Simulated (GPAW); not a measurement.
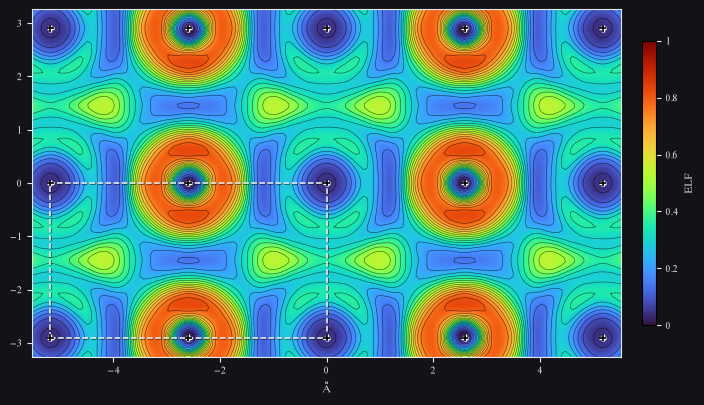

The electron localisation function on a plane through atoms (crosses mark nuclei in the plane).

Level of theory: Kohn-Sham DFT of a periodic cell, PBE, GPAW PAW data sets (gpaw-data 1.2.1) (GPAW).

Candidates:
A. TaN, a = 5.19 Å, b = 5.19 Å, c = 2.91 Å, α = 90.00°, β = 90.00°, γ = 120.00°. Space group P6/mmm; computed pressure about 9 GPa in this cell.
B. ZnS, a = 3.81 Å, b = 3.81 Å, c = 18.69 Å, α = 90.00°, β = 90.00°, γ = 120.00°. Space group P6₃mc; computed pressure about 2 GPa in this cell.
C. BN, a = 2.55 Å, b = 2.55 Å, c = 4.23 Å, α = 90.00°, β = 90.00°, γ = 120.00°. Space group P6₃mc; a structure from a database of computed crystals, not necessarily the ambient phase.

Which candidate gave the map?

Answer. Candidate A: TaN on the (100) plane of the conventional cell, which holds Ta and N. Ta–Ta (2.91 Å): the ELF is about 0.35 at the midpoint.
